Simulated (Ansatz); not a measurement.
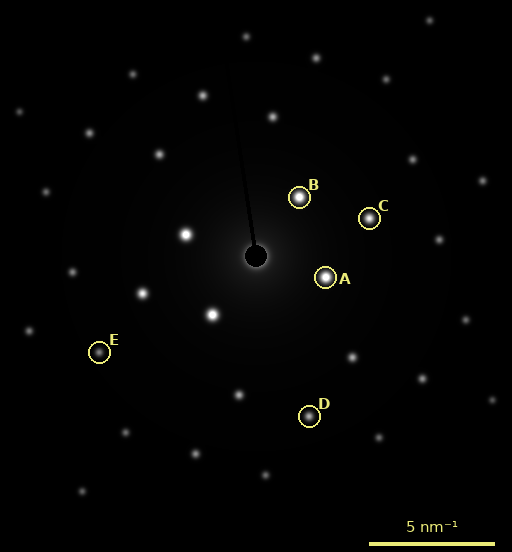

Simulated selected-area electron diffraction pattern (80 kV, kinematic approximation, thin crystal, B = 0.8 Å² for all atoms). The zone axis points towards the electron source and the pattern is seen from the source side.

Li, space group Fd-3m (No. 227), a = 5.91 Å. Structure: the end point of a relaxation with Ansatz 0.2.0, DFT, PBE, plane waves (420 eV) with PAW, scalar-relativistic; the starting structure was generated, so it need not be a known form of this composition.

```json
{"atom": "Li", "site": "8b", "symmetry": "-43m", "x": "0.2500", "y": "0.2500", "z": "0.7500"}
```

Spot A is indexed -1 1 -1 and spot B -1 1 1.

### Give hkl for C, D, E.

C = A + B = -2 2 0 (d = 2.089 Å). D = 2A − 2B = 0 0 -4 (d = 1.477 Å). E = −A − 2B = 3 -3 -1 (d = 1.356 Å).

### Give [uvw].

The cross product of A and B is parallel to [110]; every spot obeys hu + kv + lw = 0.

### What are the spacings of A and B and the angle between them?

d(A) = 3.412 Å, d(B) = 3.412 Å, and the angle is 70.5°.
